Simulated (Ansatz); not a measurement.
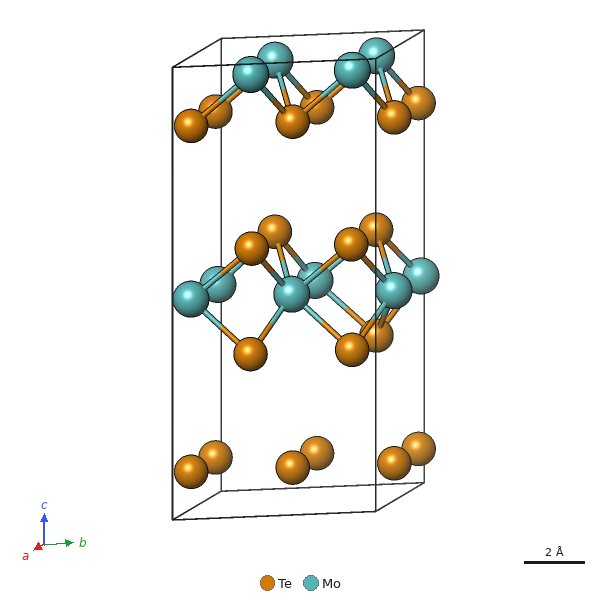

Ball-and-stick representation of a periodic structure, projected slightly off an axis. The outline marks the supercell. The host is Te₂Mo, in a cell of 24 sites, and the cell is neutral.

> Name the defect and give its surroundings.

A tellurium vacancy. Around the empty site lie three Mo at about 2.7 Å.

Theory: DFT PBE, scalar-relativistic, plane waves, PAW in Ansatz. Numerical settings: a plane-wave cutoff of 420 eV, a 2×2×2 k-point grid, Gaussian smearing of 0.01 eV, collinear spins.

> Is the defect magnetic?

No net moment.

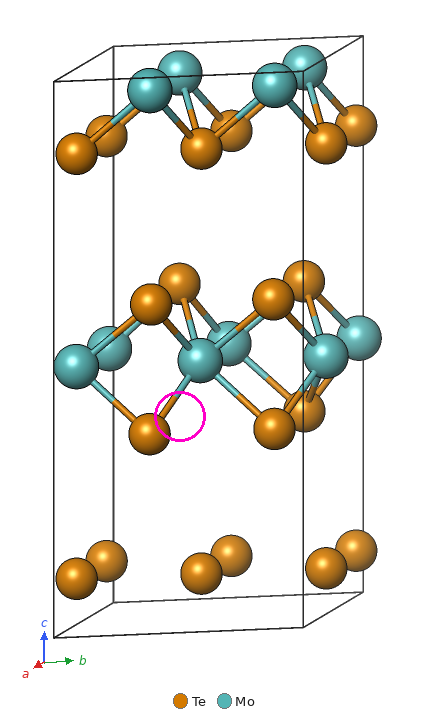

The same cell with a ring at the defect's site.

The atoms were relaxed in the host's cell with DFT PBE, scalar-relativistic, plane waves, PAW in Ansatz.
